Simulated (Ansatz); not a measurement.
# LiCl: what the fields show

The calculation's input:

```
crystal:
  lattice:
    - [6.6494382533, 0.0, 0.0]
    - [0.0, 6.6494382533, 0.0]
    - [0.0, 0.0, 3.5283627619]
  atoms:
    - { symbol: Li, position: [0.6621108273, 0.6621108273, 0.5] }
    - { symbol: Li, position: [0.1621108273, 0.8378891727, 0.25] }
    - { symbol: Li, position: [0.3378891727, 0.3378891727, 0.0] }
    - { symbol: Li, position: [0.8378891727, 0.1621108273, 0.75] }
    - { symbol: Cl, position: [0.8293504099, 0.8293504099, 0.0] }
    - { symbol: Cl, position: [0.3293504099, 0.6706495901, 0.75] }
    - { symbol: Cl, position: [0.1706495901, 0.1706495901, 0.5] }
    - { symbol: Cl, position: [0.6706495901, 0.3293504099, 0.25] }
basis:
  ecutwfc: 420
kpoints:
  mp_grid: { grid: [4, 4, 6] }
hamiltonian:
  xc: pbe
scf:
  occupations: { method: gaussian, width: 0.02 }
output:
  forces: true
  stress: true
  eigenvalues: true
  write_density: true
  write_potential: true
  elf: true
  volumetric_format: npy
relax:
  adjacent_minimum: "off"
  f_tol: 0.01
  max_steps: 30
  cell: { stress_tol: 0.1, fix: [volume] }
```

Command:

```sh
ansatz run input.yaml --threads 1 --pin off --max-ram 2560MiB --backend cpu --events-out ev --progress --plain --runs-dir out
```

Below, planes, directions and counts refer to the conventional cell (a = 6.64 Å, b = 6.64 Å, c = 3.54 Å, α = 90.00°, β = 90.00°, γ = 90.00°).

The fields are those of the relaxed geometry.

Space group P4₁2₁2; a structure generated by program, which may or may not match a known phase; changed on purpose from its base cell (volume × 0.94, shape and atoms relaxed).

All numbers below come from DFT PBE, scalar-relativistic, plane waves, PAW in Ansatz 0.2.0.

In a PAW calculation such maps are meaningful between the atoms, not at the nuclei.

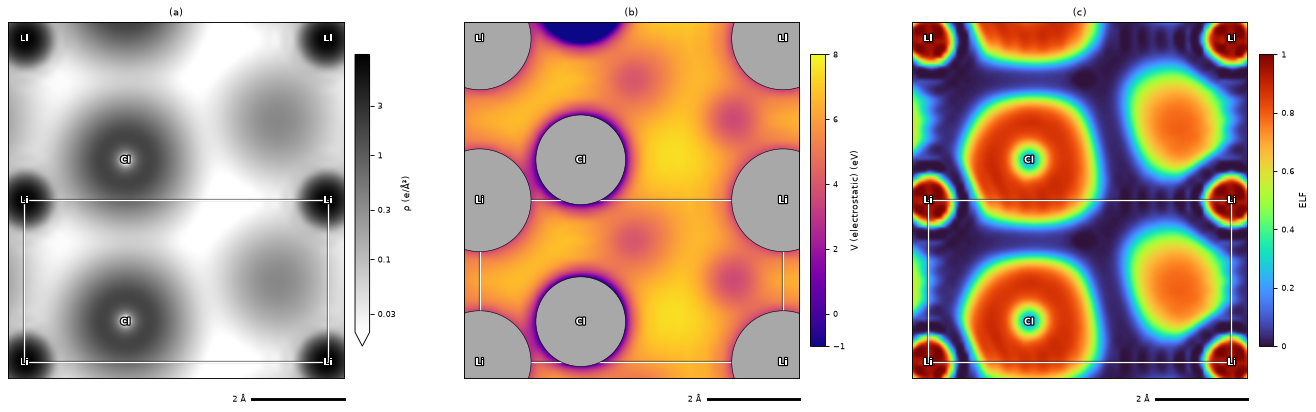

Figure 1. (a) valence pseudo-density; (b) electrostatic potential energy of an electron; (c) ELF on the (100) plane of the conventional cell. Grey discs cover the atomic cores in the potential map.

What does the map show?

Answer. The section cuts through Li and Cl sites. Li–Cl (2.38 Å): ρ is about 0.32 e/Å³ halfway; the ELF peaks at about 0.90 in the valence shell of Cl, 0.8 Å from its nucleus, and falls to about 0 next to Li: a largely ionic contact. Between the atoms the lowest density in this plane is 0.01 e/Å³. The features right at Li lie inside the PAW spheres, where the map follows smoothed inner orbitals and isn't to be read closely. Outside the cores the potential energy rises away from the atoms and is highest about 1.8 Å from the nearest atoms; its zero is arbitrary.

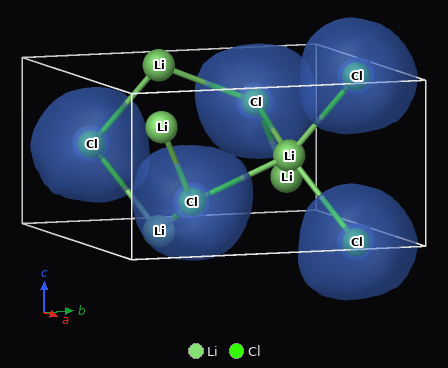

Figure 2. Isosurface of the ELF at 0.7 (blue), seen slightly off an axis. Only the valence region is drawn (cores and ρ < 0.01 e/Å³ removed). Sticks mark near contacts.

Identify the bonds, lone pairs and shells in this picture.

Answer. The ELF exceeds this value in four regions wrapped around Cl (the valence shell of each), counted in one cell of 8 atoms. Any copies at cell faces, edges or corners count once. Along the contacts the grid gives the following. Li–Cl (2.36 Å): the ELF peaks at about 0.90 in the valence shell of Cl, 0.9 Å from its nucleus, and falls to about 0 next to Li; a largely ionic contact.

Does the calculation make it a metal, or give it a gap?

Answer. It is gapped, with a Kohn–Sham gap of 5.9 eV on the k-point mesh (the band edges may lie off the mesh, which would make the gap smaller).
